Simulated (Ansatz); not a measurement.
## Electronic structure of TaSi₂ in real space

Input file:

```
crystal:
  lattice:
    - [0.0, 2.959318158, 2.959318158]
    - [2.959318158, 0.0, 2.959318158]
    - [2.959318158, 2.959318158, 0.0]
  atoms:
    - { symbol: Ta, position: [0.75, 0.75, 0.75] }
    - { symbol: Si, position: [0.25, 0.25, 0.25] }
    - { symbol: Si, position: [0.5, 0.5, 0.5] }
basis:
  ecutwfc: 420
kpoints:
  mp_grid: { grid: [14, 14, 14] }
hamiltonian:
  xc: pbe
scf:
  occupations: { method: gaussian, width: 0.1 }
output:
  forces: true
  stress: true
  eigenvalues: true
  write_density: true
  write_potential: true
  elf: true
  volumetric_format: npy
relax:
  adjacent_minimum: "off"
  f_tol: 0.01
  max_steps: 80
  cell: { stress_tol: 0.05 }
```

Command:

```sh
ansatz run input.yaml --threads 1 --pin off --max-ram 2560MiB --backend cpu --events-out ev --progress --plain --runs-dir out
```

Below, planes, directions and counts refer to the conventional cell (a = 5.91 Å, b = 5.91 Å, c = 5.91 Å, α = 90.00°, β = 90.00°, γ = 90.00°).

The fields are those of the relaxed geometry.

Space group F-43m; a structure generated by program, which may or may not match a known phase; computed without spin polarisation.

All numbers below come from Ansatz, DFT PBE, scalar-relativistic, plane waves, PAW.

In a PAW calculation such maps are meaningful between the atoms, not at the nuclei.

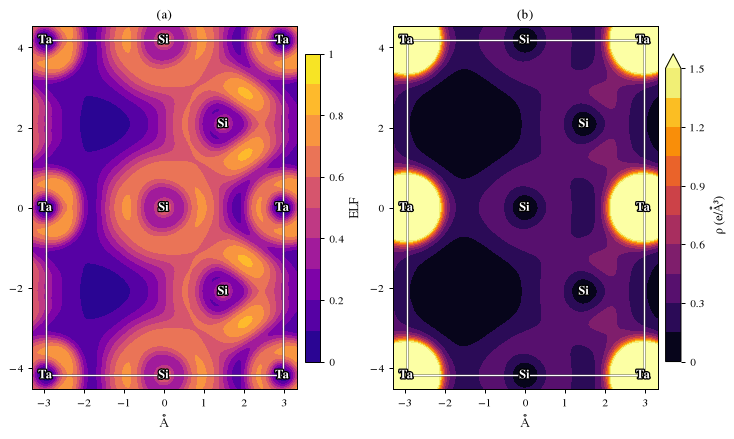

Figure 1. (a) electron localisation function; (b) valence charge density (pseudo) on the (110) plane of the conventional cell.

Read the bonding off the picture.

Atoms in the plane: Ta and Si. Ta–Si (2.56 Å): ρ is about 0.47 e/Å³ halfway; the ELF peaks at about 0.80 in the valence shell of Si, 0.9 Å from its nucleus, and is about 0.55 at the midpoint. Si–Si (2.56 Å): ρ at the midpoint is about 0.35 e/Å³; the ELF peaks at about 0.70 between the atoms. Ta–Si (2.96 Å): the density is about 0.25 e/Å³ at the midpoint; the ELF peaks at about 0.70 in the valence shell of Si, 1.0 Å from its nucleus, and is about 0.40 at the midpoint. Between the atoms the lowest density in this plane is 0.04 e/Å³. The features right at Ta lie inside the PAW spheres, where the map follows smoothed inner orbitals and isn't to be read closely.

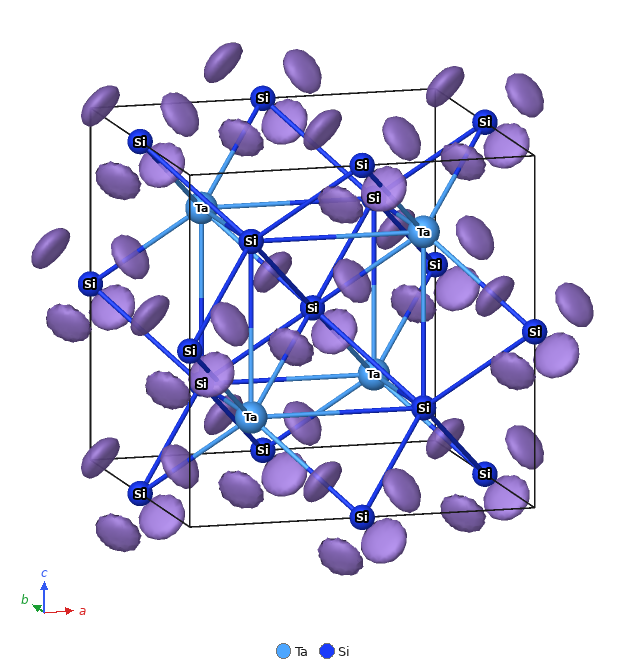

Figure 2. Isosurface of the ELF at 0.75 (purple), seen at an oblique angle. Core shells and regions of very low density are left out. Sticks mark near contacts.

What do the ELF domains correspond to?

The ELF exceeds this value in 16 lobes of the valence shell of Si pointing towards Ta (polar bonds), counted in one cell of 12 atoms. Regions shared between cells count once.

Does the calculation make it a metal, or give it a gap?

It is metallic or semimetallic at this level of theory: no gap opens.
